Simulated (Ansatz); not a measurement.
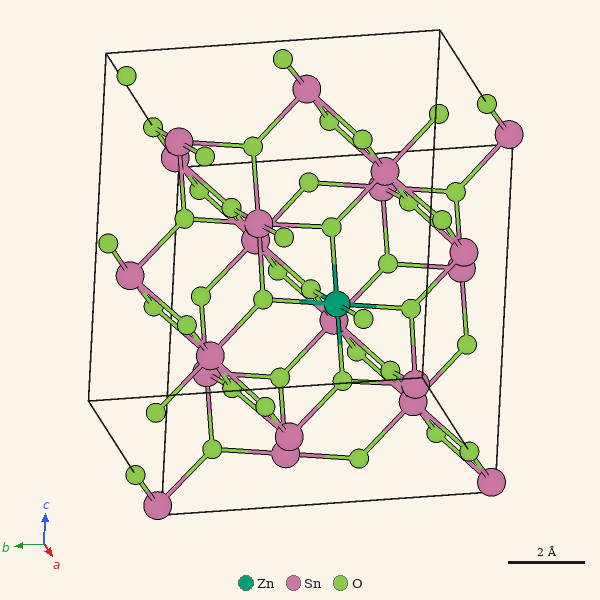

Shown here is a ball-and-stick view of the crystal, taken from a general direction. Atoms at the boundary of the supercell (the box) are drawn once for each face, edge or corner they touch. The host is SnO2, in a cell of 48 sites, and the cell is neutral.

> What defect is present?

Zinc on a tin site (a substitutional impurity). It is bonded to six O in a distorted octahedral arrangement at about 2.1 Å.

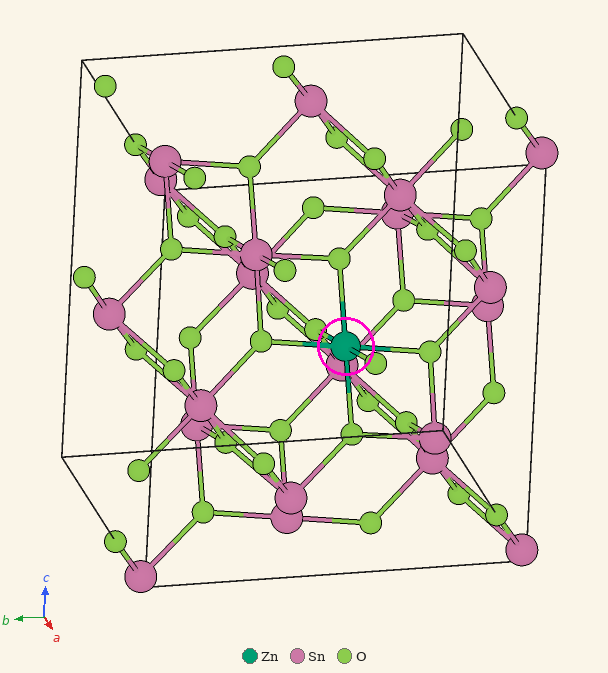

The same cell with a ring at the defect's site.

The atoms were relaxed in the host's cell with DFT PBE, scalar-relativistic, plane waves, PAW (Ansatz).
